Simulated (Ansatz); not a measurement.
**Convergence of a linear-scaling basis for generalised stacking fault on (111) (shuffle set) of a GaAs-GaSb solid solution (48 atoms)**

Aim: test how closely localised support functions follow the reference on generalised stacking fault on (111) (shuffle set) of a GaAs-GaSb solid solution (48 atoms), and at what cost. A setting counts as converged where the r.m.s. difference of forces stays under 1 % of the r.m.s. force.

Program: Ansatz 0.2.0. Level of theory: Kohn-Sham DFT, PBE, PAW (set soft_2), plane waves. Results are calculated unless marked as measured.

## Step 1: Starting point

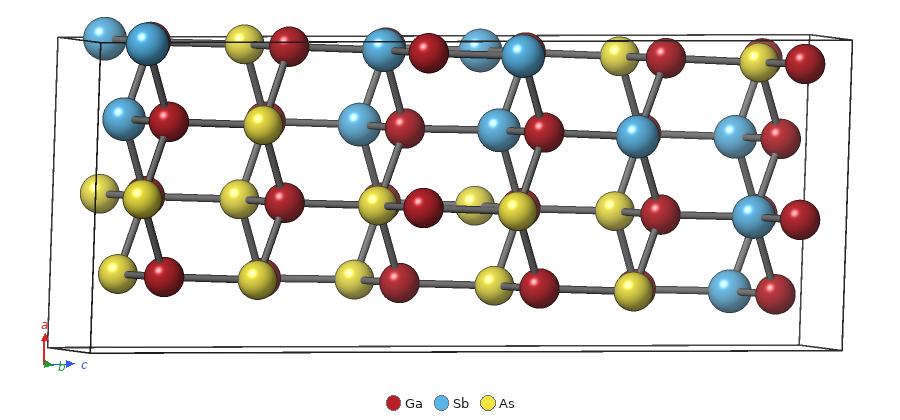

The cell as given, from the side, with the c axis across the page (gallium red, antimony blue, arsenic yellow). Some periodic images of atoms are drawn too.

The cell holds 48 atoms: 24 Ga, 10 Sb and 14 As. Its edges and angles: a = 8.267 Å, b = 7.159 Å, c = 20.260 Å, α = 90.0°, β = 88.1°, γ = 90.0°. It derives from GaAs and GaSb. Zinc-blende GaAs lattice (a = 5.8453 Å, the value set for the mixture), cell with z along [111], 2 x 1 x 2 periods; the third cell vector is tilted by 0.167 of 1/2[1-10] and lengthened by 0 Å, so the cell holds one fault (shuffle set); displaced by a Gaussian of 0.01 Å; 10 of 24 As sites given to Sb at random (lattice constant by Vegard's rule between GaAs and GaSb).

What the set-up can't give: The host structure and its lattice constant were typed by rule, without a check against the phase diagram. No spin–orbit coupling is included, so levels derived from the heavy atoms are approximate.

## Step 2: Plane-wave single point

This run is the reference for what follows, at a cutoff of 420 eV.

input.yaml

```yaml
crystal:
  lattice:
    - [8.2665, 0.0, 0.0]
    - [0.0, 7.159, 0.0]
    - [0.68885, 0.0, 20.24871]
  atoms:
    - { symbol: Ga, position: [0.6736, 0.49949, 0.93768] }
    - { symbol: Sb, position: [0.74425, 0.4992, 0.06321] }
    - { symbol: Ga, position: [0.74126, 0.83, 0.10396] }
    - { symbol: As, position: [0.72961, 0.83388, 0.2295] }
    - { symbol: Ga, position: [0.17283, 0.49954, 0.93758] }
    - { symbol: As, position: [0.24559, 0.4992, 0.06177] }
    - { symbol: Ga, position: [0.24159, 0.82928, 0.10454] }
    - { symbol: As, position: [0.2309, 0.834, 0.22878] }
    - { symbol: Ga, position: [0.42169, 0.99956, 0.93837] }
    - { symbol: As, position: [0.49521, 0.99925, 0.06255] }
    - { symbol: Ga, position: [0.49246, 0.33332, 0.10376] }
    - { symbol: As, position: [0.48183, 0.3356, 0.22934] }
    - { symbol: Ga, position: [0.47626, 0.66593, 0.2709] }
    - { symbol: As, position: [0.46642, 0.66478, 0.39516] }
    - { symbol: Ga, position: [0.72926, 0.16793, 0.27045] }
    - { symbol: Sb, position: [0.71816, 0.16633, 0.39564] }
    - { symbol: Ga, position: [0.71117, 0.49978, 0.43723] }
    - { symbol: Sb, position: [0.7045, 0.49925, 0.56253] }
    - { symbol: Ga, position: [0.70281, 0.83457, 0.6035] }
    - { symbol: Sb, position: [0.68855, 0.83417, 0.7283] }
    - { symbol: Ga, position: [0.92398, 0.99944, 0.93813] }
    - { symbol: Sb, position: [0.99471, 0.00078, 0.06254] }
    - { symbol: Ga, position: [0.98984, 0.33452, 0.10452] }
    - { symbol: As, position: [0.98095, 0.33382, 0.22945] }
    - { symbol: Ga, position: [0.97912, 0.6683, 0.26992] }
    - { symbol: Sb, position: [0.96695, 0.66748, 0.3962] }
    - { symbol: Ga, position: [0.22456, 0.16454, 0.27121] }
    - { symbol: As, position: [0.21899, 0.16734, 0.3957] }
    - { symbol: Ga, position: [0.21363, 0.5001, 0.43672] }
    - { symbol: As, position: [0.20382, 0.50078, 0.56304] }
    - { symbol: Ga, position: [0.20065, 0.8358, 0.60407] }
    - { symbol: As, position: [0.1896, 0.83168, 0.72965] }
    - { symbol: Ga, position: [0.46401, 0.99942, 0.43695] }
    - { symbol: As, position: [0.4525, 0.00019, 0.56227] }
    - { symbol: Ga, position: [0.44942, 0.33277, 0.604] }
    - { symbol: As, position: [0.43962, 0.33311, 0.72967] }
    - { symbol: Ga, position: [0.43412, 0.66692, 0.77153] }
    - { symbol: Sb, position: [0.42558, 0.66746, 0.89552] }
    - { symbol: Ga, position: [0.68662, 0.16802, 0.77052] }
    - { symbol: Sb, position: [0.67455, 0.16664, 0.89623] }
    - { symbol: Ga, position: [0.96264, 0.99782, 0.43705] }
    - { symbol: Sb, position: [0.95245, 0.0022, 0.56253] }
    - { symbol: Ga, position: [0.95169, 0.33333, 0.60397] }
    - { symbol: As, position: [0.93824, 0.33141, 0.72925] }
    - { symbol: Ga, position: [0.938, 0.66722, 0.77169] }
    - { symbol: As, position: [0.92299, 0.66543, 0.89609] }
    - { symbol: Ga, position: [0.18542, 0.16662, 0.77061] }
    - { symbol: Sb, position: [0.17711, 0.16416, 0.8957] }
kpoints:
  mp_grid: { grid: [2, 2, 1] }
hamiltonian:
  xc: pbe
scf:
  occupations: { method: fermi_dirac, width: 0.05 }
output:
  forces: true
  stress: true
  populations: true
  dos:
    method: { smearing: { sigma: 0.1 } }
    de: 0.1
    projected: { site_lists: { As: [As], Ga: [Ga], Sb: [Sb] } }
  eigenvalues: true
  write_density: true
  write_potential: true
  volumetric_format: npy
```

Run with:

```console
> ansatz run input.yaml --threads 4 --pin off --max-ram 8192MiB --backend cpu --events-out ev --progress --plain --runs-dir out
```

Numbers of over 12 decimals in the logs are rounded to 6 here.

The program printed:

```text
Engine: ansatz 0.2.0, aarch64-unknown-linux-gnu
Pseudopotentials: kind: paw
Pseudopotential: Ga, paw, valence charge 13, recommended cutoff 420 eV (normal), Ga.paw.azcp
Pseudopotential: Sb, paw, valence charge 15, recommended cutoff 420 eV (normal), Sb.paw.azcp
Pseudopotential: As, paw, valence charge 15, recommended cutoff 420 eV (normal), As.paw.azcp
[... 5 lines on functional and potentials left out ...]
Crystal: 48 atoms, lattice volume = 1198.316 Å³
Basis set: ecut = 420 eV, 23373 PW (Γ), exchange–correlation on 120×96×288 points (8 copies of the dense FFT grid, shifted against one another)
Bands: 404, of which v1, the nominal top of the filled ones, is band 336 counted from 1 (335 counted from 0)
Symmetry: 1 space group operations
Space group: P1 (ITA 1), of the structure as read, at distance tolerance 1.1e-4 Å
k-points: 4
[... 7 lines on functional and potentials left out ...]
Initial density: superposition of atomic densities (neutral atoms: chi_scale 0, normalization atom), corrected by the library's trained network
Initial wavefunctions: pseudopotential atomic-orbital guess
Functional: x = pbe(κ = 0.804, μ = 0.219515), c = pbe(β = 0.066725)
SCF iter   1: F=—  HF=-223631.129818 eV  |F-HF|=—  |Δ(HF+E_count)|=         —  Δρ=1.61e-3  dr2=5.16e-2  ethr=1.77e-3  ⟨swp⟩=6.0  Hψ=5862  notcnv=0  defer=5
preconditioner: auto → LDOS  [metal: Δε(μ)=0.082 eV  Ē_g=14.130 eV  σ=0.050 eV  W_gap=0.39  n_scr=306 (ndim 8)  ℏωp=22.3 eV  f_vac=0.086  D(μ)=4.53/eV (n_scr^D=8)  β→1.0]
SCF iter   2: F=—  HF=-223631.101768 eV  |F-HF|=—  |Δ(HF+E_count)|=   2.80e-2  Δρ=1.36e-3  dr2=4.27e-2  ethr=7.67e-6  ⟨swp⟩=2.0  Hψ=2975  notcnv=0  defer=218
SCF iter   3: F=—  HF=-223631.089885 eV  |F-HF|=—  |Δ(HF+E_count)|=   1.19e-2  Δρ=4.47e-4  dr2=6.44e-3  ethr=6.35e-6  ⟨swp⟩=2.0  Hψ=2475  notcnv=0  defer=218
SCF iter   4: F=—  HF=-223631.087366 eV  |F-HF|=—  |Δ(HF+E_count)|=   2.52e-3  Δρ=6.45e-5  dr2=8.99e-5  ethr=9.58e-7  ⟨swp⟩=2.0  Hψ=2420  notcnv=0  defer=218
SCF iter   5: F=—  HF=-223631.087407 eV  |F-HF|=—  |Δ(HF+E_count)|=   4.09e-5  Δρ=3.13e-5  dr2=2.41e-5  ethr=1.34e-8  ⟨swp⟩=2.0  Hψ=2910  notcnv=0  defer=161
SCF iter   6: F=—  HF=-223631.087405 eV  |F-HF|=—  |Δ(HF+E_count)|=   2.51e-6  Δρ=8.83e-6  dr2=2.01e-6  ethr=3.59e-9  ⟨swp⟩=2.0  Hψ=2433  notcnv=0  defer=161
SCF iter   7: F=—  HF=-223631.087404 eV  |F-HF|=—  |Δ(HF+E_count)|=   4.65e-7  Δρ=2.39e-6  dr2=1.03e-7  ethr=2.98e-10  ⟨swp⟩=2.0  Hψ=2457  notcnv=0  defer=161
SCF iter   8: F=-223631.087404 eV  HF=-223631.087404 eV  |F-HF|=4.37e-9  |Δ(HF+E_count)|=   1.64e-8  Δρ=7.84e-7  dr2=1.47e-8  ethr=1.49e-11  ⟨swp⟩=14.2  Hψ=12427  notcnv=0
SCF 1 converged in 8 iterations: F = -223631.087404 eV  dr2 = 1.47e-8
  greatest PAW one-centre occupation: 0.999 electrons in one spin orbital (limit 2), on the As atom at site 9 (counted from 0), in its partial waves of l = 2
SCF converged after 8 iterations
Free energy (F): -223631.087404 eV
Harris-Foulkes:  -223631.087404 eV  (|F-HF|=4.37e-9)
Internal energy: -223631.052240 eV  (E = F + TS)
E sigma→0 (E₀):  -223631.069822 eV
Entropy (-TS):   -0.035164 eV (-0.733 meV/atom)
Fermi energy:    8.202744 eV
--- Per-component energies (eV) ---
  E_band       = -6966.580503
  E_kinetic    = 6307.948964
  E_local      = -94015.635589  (includes V_loc(G=0)·N_el)
  E_nonlocal   = 4435.894630
  E_hartree    = 45680.364624
  E_xc         = -4152.743591
  E_vxc        = -3465.993125  (∫ρ·V_xc dr)
  E_paw        = -119191.582014  (= ΣΔE_a)
  E_vpaw       = -11589.514217  (= ΣTr[D̂ρ^β])
  E_aug_tail   = -0.002624  (compensation charges beyond the density's cutoff)
  E_ewald      = -62695.296640
  E_smearing   = -0.035164  (= −TS)
  E_closure    = 0.000000  (closes the sum)
  Σ components = -223631.087404   (vs F -223631.087404, Δ=0.00e0)
--- Forces (eV/Å), atoms counted from 1 ---
  atom   1  Ga     0.94590591     0.49661458     0.21198861
  atom   2  Sb    -0.31841892     0.12726955    -0.78935070
  atom   3  Ga    -0.79675470     0.73517121     0.99150863
  atom   4  As    -0.07964837     0.04666463    -0.12676681
  atom   5  Ga    -0.64418931     0.43811409     0.85718967
  atom   6  As    -0.62692101     0.00627582    -0.08575816
  atom   7  Ga     1.05764380    -0.45042453     0.29971254
  atom   8  As    -0.03001941    -0.04793263     0.00612818
  atom   9  Ga     0.51712702    -0.08626733     1.37599563
  atom  10  As    -0.67123804     0.02275607    -0.13578992
  atom  11  Ga    -1.04454931    -0.80654948     0.64272986
  atom  12  As    -0.28119653    -0.20583921    -0.07708590
  atom  13  Ga     0.07772427     0.04199279    -0.04213239
  atom  14  As    -0.07489703     0.13733331     0.11060652
[...]
atom  47  Ga     0.10635633    -0.05135635    -1.20504542
  atom  48  Sb    -0.12254527     0.24223874     0.00099194
  max |Σ_I F_I| component: 2.17e-5 eV/Å
--- Stress (GPa, compression-positive) ---
        4.131862       0.125389      -0.944377
        0.125389       3.475120       0.011915
       -0.944377       0.011915       3.038195
  P = ⅓ Tr σ = 3.5484 GPa (35.484 kbar)
--- Band table (eV) ---
  k-point 0: bands = ["-27.2746", "-27.2735", "-27.2613", "-27.2583", [... 388 levels ...], "12.9569", "12.9688", "13.0135", "13.1022", "13.1619", "13.1722", "13.2450", "13.2591", "13.2835", "13.3318", "13.3957", "13.4514"]
[...]
--- Löwdin populations: 48 sites ---
  site symbol       q [e]
     0     Ga     13.2156
     1     Sb     14.6176
     2     Ga     13.1278
[...]
47     Sb     14.6063
  spilling = 0.001509 (of n_electrons = 672.000000)
```

It took 1.8 min on 4 threads of Arm Neoverse V1, shared host; peak memory 5.2 GiB.

The column dr2 measures how far the density is from self-consistency, as an energy; F and HF (Harris–Foulkes) agree once it is small.

The program notes that it cut back its work space to fit the memory limit.

The run gave:

```
free energy                             : -223631.0874 eV
free energy per atom                    : -4658.9810 eV/atom
SCF cycles                              : 8
pressure                                : 3.548 GPa
r.m.s. force component                  : 0.5185 eV/Å
longest force                           : 1.635 eV/Å
Fermi energy                            : 8.203 eV
levels partly filled by over 2 per cent : 3
spilling of the projection              : 0.001509
```

The r.m.s. force component of 0.52 eV/Å and the pressure of 3.5 GPa set the scale for the differences below.

## Step 3: Support functions medium

The cell is solved in localised support functions. The level medium gives here a grid of 48×36×90 points and a radius of 4.37 Å.

This step: Kohn-Sham DFT, PBE, PAW (set soft_2), localised support functions (medium) (Ansatz 0.2.0).

input.yaml, the sections that differ from step 2:

```yaml
scf:
  occupations: { method: fermi_dirac, width: 0.05 }
  eigensolver: { kind: { support_functions: { accuracy: medium } } }
  mixing: { beta: 0.4 }
  max_iter: 150
output:
  forces: true
# crystal, kpoints, hamiltonian: as in step 2
```

The program printed:

```text
Warning: scf.eigensolver.kind.support_functions: disabling space-group detection — the functions' gradient is summed over unrotated k-points, so no spatial operation reduces the k-mesh or symmetrises the density; time reversal is kept, so that k and −k are solved as one point where they differ and the mesh holds both, and exact exchange and, on two spinor components, a DFT+U term hold to it where the run has them: [...]
settings of this run that can trade accuracy for cost: scf.eigensolver.kind.support_functions [...]
[...]
Crystal: 48 atoms, lattice volume = 1198.316 Å³
Basis set: ecut = 420 eV, 23373 PW (Γ), exchange–correlation on 120×96×288 points (8 copies of the dense FFT grid, shifted against one another)
Bands: 404, of which v1, the nominal top of the filled ones, is band 336 counted from 1 (335 counted from 0)
Symmetry: 1 space group operations
k-points: 4
[...]
Eigensolver: Support functions (medium, 48×36×90 points, laid for a spacing of at most 0.228497 Å, radius 4.366880 Å, 3 species' potentials softened for the grid, 2 wholly corrected for its errors in the mean over positions, 3 with the egg-box correction, energy correction by stochastic trace)
[...]
SCF iter   1: F=—  HF=-223613.155109 eV  |F-HF|=—  |Δ(HF+E_count)|=         —  Δρ=3.03e-2  dr2=8.39e0  ethr=1.00e-1
[...]
SCF iter  12: F=—  HF=-223631.132207 eV  |F-HF|=—  |Δ(HF+E_count)|=   1.38e-3  Δρ=1.11e-5  dr2=2.02e-6  ethr=1.46e-9  κ⁻¹=2.2e-7(r=7)
SCF iter  13: F=-223631.133386 eV  HF=-223631.133386 eV  |F-HF|=9.66e-8  |Δ(HF+E_count)|=   1.18e-3  Δρ=6.93e-6  dr2=5.32e-7  ethr=3.00e-10
SCF 1 converged in 13 iterations: F = -223631.158808 eV  dr2 = 5.32e-7
[...]
SCF converged after 13 iterations
Stability not checked: this state was not tested for a lower state beside it, because the mixer in use, unlike msr1, does not test its closes by its own steps (another_mixer; see scf.mixing.algorithm and scf.lower_state_search)
Free energy (F): -223631.158808 eV
[...]
Internal energy: -223631.123751 eV  (E = F + TS)
E sigma→0 (E₀):  -223631.141279 eV
Entropy (-TS):   -0.035057 eV (-0.730 meV/atom)
Fermi energy:    8.202682 eV
[...]
Σ components = -223631.158808   (vs F -223631.158808, Δ=0.00e0)
--- Forces (eV/Å), atoms counted from 1 ---
  atom   1  Ga     0.94460705     0.49634879     0.21251239
  atom   2  Sb    -0.31764237     0.12874185    -0.78987158
  atom   3  Ga    -0.79680502     0.73474610     0.99205006
  atom   4  As    -0.07968685     0.04690468    -0.12777220
[...]
atom  48  Sb    -0.12150813     0.24268662     0.00092508
  max |Σ_I F_I| component: 6.73e-3 eV/Å
--- Band table (eV) ---
[...]
guard bands above this table: 59 of the run's 404 bands (output.publish_guard_bands: true publishes all)
[...]
```

Wall time 2.7 min (4 threads); peak memory 3.4 GiB; 10 min of CPU time.

The program notes that the band table was not solved further than the SCF left it and it switched symmetry off.

Keys that differ from the reference: support_functions.accuracy = "medium", scf.max_iter = 150 and scf.mixing.beta = 0.4.

Forces differ from the reference by 0.52 meV/Å r.m.s., 0.10 % of their size, well within a tolerance of 1 %; the energy by -1.5 meV/atom. It took 2.7 min and 13 cycles; the reference's time can't be set against it, since the two runs asked for unlike analyses. The two runs also began from different starting densities, which bears on cycles and time.

## Step 4: Support functions low

The level low is asked for. Here it resolves to the same grid and radius as in the run with support functions medium, so the basis is not new.

This step: Kohn-Sham DFT, PBE, PAW (set soft_2), localised support functions (low) (Ansatz 0.2.0).

input.yaml, the sections that differ from step 3:

```yaml
scf:
  occupations: { method: fermi_dirac, width: 0.05 }
  eigensolver: { kind: { support_functions: { accuracy: low } } }
  mixing: { beta: 0.4 }
  max_iter: 150
# crystal, kpoints, hamiltonian, output: as in step 3
```

The program printed:

```text
[...]
Crystal: 48 atoms, lattice volume = 1198.316 Å³
Basis set: ecut = 420 eV, 23373 PW (Γ), exchange–correlation on 120×96×288 points (8 copies of the dense FFT grid, shifted against one another)
Bands: 404, of which v1, the nominal top of the filled ones, is band 336 counted from 1 (335 counted from 0)
Symmetry: 1 space group operations
k-points: 4
[...]
Eigensolver: Support functions (low, 48×36×90 points, laid for a spacing of at most 0.228497 Å, radius 4.366880 Å, 3 species' potentials softened for the grid, 2 wholly corrected for its errors in the mean over positions, 3 with the egg-box correction, energy correction by stochastic trace)
[...]
SCF iter   1: F=—  HF=-223613.155109 eV  |F-HF|=—  |Δ(HF+E_count)|=         —  Δρ=3.03e-2  dr2=8.39e0  ethr=1.00e-1
[...]
SCF iter  11: F=—  HF=-223631.130825 eV  |F-HF|=—  |Δ(HF+E_count)|=   1.73e-3  Δρ=3.29e-5  dr2=9.82e-6  ethr=4.78e-9  κ⁻¹=7.3e-8(r=7)
SCF iter  12: F=-223631.132207 eV  HF=-223631.132207 eV  |F-HF|=6.19e-7  |Δ(HF+E_count)|=   1.38e-3  Δρ=1.11e-5  dr2=2.02e-6  ethr=1.46e-9
SCF 1 converged in 12 iterations: F = -223631.158767 eV  dr2 = 2.02e-6
[...]
SCF converged after 12 iterations
[...]
Free energy (F): -223631.158767 eV
[...]
Internal energy: -223631.123722 eV  (E = F + TS)
E sigma→0 (E₀):  -223631.141244 eV
Entropy (-TS):   -0.035045 eV (-0.730 meV/atom)
Fermi energy:    8.202535 eV
[...]
Σ components = -223631.158767   (vs F -223631.158767, Δ=0.00e0)
--- Forces (eV/Å), atoms counted from 1 ---
  atom   1  Ga     0.94459006     0.49633862     0.21255965
  atom   2  Sb    -0.31751373     0.12875287    -0.78999291
  atom   3  Ga    -0.79683189     0.73476089     0.99211590
  atom   4  As    -0.07964892     0.04688287    -0.12771183
[...]
atom  48  Sb    -0.12145617     0.24274098     0.00086974
  max |Σ_I F_I| component: 7.55e-3 eV/Å
--- Band table (eV) ---
[...]
```

Wall time 2.5 min (4 threads); peak memory 3.4 GiB.

Keys that differ from the reference: support_functions.accuracy = "low", scf.max_iter = 150 and scf.mixing.beta = 0.4.

Forces differ from the reference by 0.54 meV/Å r.m.s., 0.10 % of their size, well within a tolerance of 1 %; the energy by -1.5 meV/atom. It took 2.5 min and 12 cycles; the reference's time can't be set against it, since the two runs asked for unlike analyses. The two runs also began from different starting densities, which bears on cycles and time.

(Part 1 of 4 ends here.)

[Logs are printed without paths, hosts, clocks, repeated set-up lines and the standing remarks that a program may print on its own settings, such as how far it seeks lower states.]

[Hosts, paths, dates, database ids (printed as entryN), source tags and the programs' standing remarks are cut or masked in the printed files.]
